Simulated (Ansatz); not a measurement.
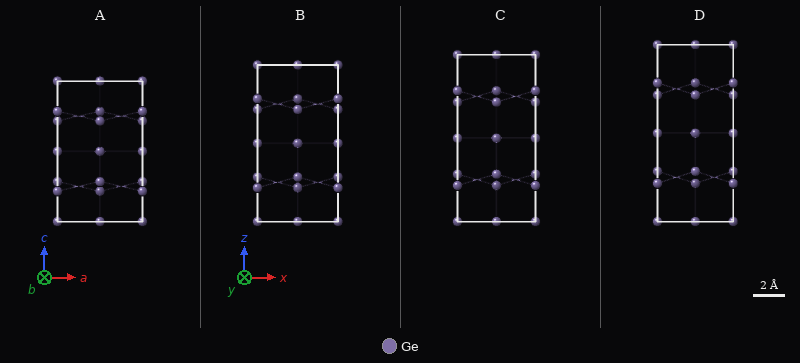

A scan of solid Ge (Fmmm) along one coordinate. x, y and z are the Cartesian axes of the input. A ball-and-stick model of the conventional cell (4 times the calculation's cell), seen along the b axis. Lengths and directions refer to the drawn axes.

Method: Ansatz 0.2.0, DFT r2SCAN, scalar-relativistic, plane waves, PAW. Set-up: plane-wave cutoff 500 eV; k-point mesh 14 × 14 × 14; occupations gaussian; smearing width 0.15 eV; no spin polarisation. Energies (free energies at the smearing named) are counted from the relaxed crystal.

Q: Which coordinate changes from frame to frame?

A: The ratio of the cell's length along z to its lengths across, counted as 1 for the reference, is changed at fixed volume (a c/a path), with the atoms kept at their fractional coordinates. In the frames the relative ratio is 0.85 (A), 1.00 (B), 1.10 (C), 1.20 (D). Their energies are 78.4 meV/atom, 0.0 meV/atom, 32.8 meV/atom, 113.5 meV/atom.
